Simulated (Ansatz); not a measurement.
# Ga$_{5}$As$_{3}$P$_{2}$: what the fields show

Input file:

```
crystal:
  lattice:
    - [-1.9982151239, 1.9982151239, 14.0974147038]
    - [1.9982151239, -1.9982151239, 14.0974147038]
    - [1.9982151239, 1.9982151239, -14.0974147038]
  atoms:
    - { symbol: Ga, position: [0.6984691173, 0.6984691173, 0.0] }
    - { symbol: Ga, position: [0.3015308827, 0.3015308827, 0.0] }
    - { symbol: Ga, position: [0.9044705825, 0.9044705825, 0.0] }
    - { symbol: Ga, position: [0.5, 0.5, 0.0] }
    - { symbol: Ga, position: [0.0955294175, 0.0955294175, 0.0] }
    - { symbol: P, position: [0.9522224702, 0.4522224702, 0.5] }
    - { symbol: P, position: [0.5477775298, 0.0477775298, 0.5] }
    - { symbol: As, position: [0.3529701896, 0.8529701896, 0.5] }
    - { symbol: As, position: [0.1470298104, 0.6470298104, 0.5] }
    - { symbol: As, position: [0.75, 0.25, 0.5] }
basis:
  ecutwfc: 420
kpoints:
  mp_grid: { grid: [10, 10, 10] }
hamiltonian:
  xc: pbe
scf:
  occupations: { method: gaussian, width: 0.02 }
output:
  forces: true
  stress: true
  eigenvalues: true
  write_density: true
  write_potential: true
  elf: true
  volumetric_format: npy
relax:
  adjacent_minimum: "off"
  f_tol: 0.01
  max_steps: 80
  cell: { stress_tol: 0.05 }
```

Command:

```sh
ansatz run input.yaml --threads 4 --pin off --max-ram 8192MiB --backend cpu --events-out ev --progress --plain --runs-dir out
```

Below, planes, directions and counts refer to the conventional cell (a = 3.99 Å, b = 3.99 Å, c = 28.27 Å, α = 90.00°, β = 90.00°, γ = 90.00°).

The fields are those of the run's last geometry, not of the input's.

Space group I-4m2; a structure generated by program, which may or may not match a known phase.

Theory: DFT PBE, scalar-relativistic, plane waves, PAW (Ansatz 0.2.0).

Core electrons are frozen (PAW), and the valence fields are smoothed inside the atomic spheres.

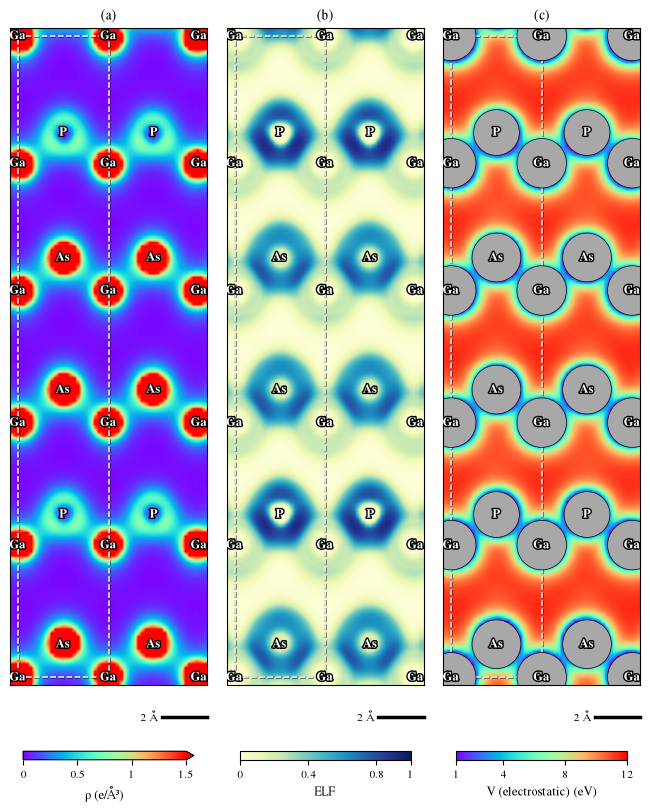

Figure 1. (a) valence charge density (pseudo); (b) ELF; (c) electrostatic potential (local pseudopotential plus Hartree) felt by an electron on the (010) plane of the conventional cell. Grey discs cover the atomic cores in the potential map.

Question: What does the map show?

Answer: Atoms in the plane: Ga, P and As.
Ga–P (2.41 Å): ρ is about 0.51 e/Å³ halfway; the ELF peaks at about 0.90 in the valence shell of P, 0.9 Å from its nucleus, and is about 0.75 at the midpoint.
Ga–As (2.47 Å): ρ is about 0.48 e/Å³ halfway; the ELF peaks at about 0.80 between the atoms; a shared electron pair.
Between the atoms the lowest density in this plane is 0.006 e/Å³.
Outside the cores the potential energy rises away from the atoms and is highest about 2.4 Å from the nearest atoms; its zero is arbitrary.

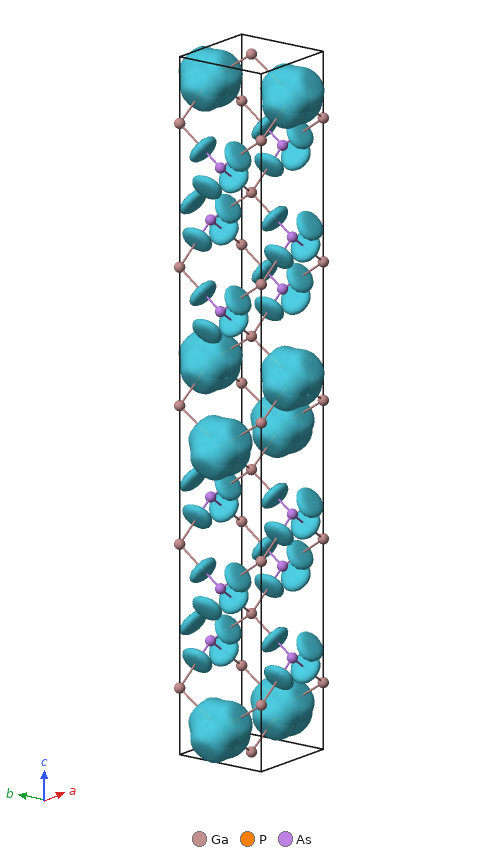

Figure 2. Isosurface of the electron localisation function at 0.7 (cyan), seen at an oblique angle. Only the valence region is drawn (cores and ρ < 0.01 e/Å³ removed). Sticks mark near contacts.

Question: Identify the bonds, lone pairs and shells in this picture.

Answer: The surface consists of 24 regions between bonded As–Ga atoms (shared pairs) and four regions on P in which the atom's valence shell and bonds are merged, counted in one cell of 20 atoms. Any copies at cell faces, edges or corners count once.

Question: Does the calculation give a band gap?

Answer: It is gapped, with a Kohn–Sham gap of 0.66 eV on the k-point mesh, an upper bound to the gap of this method.
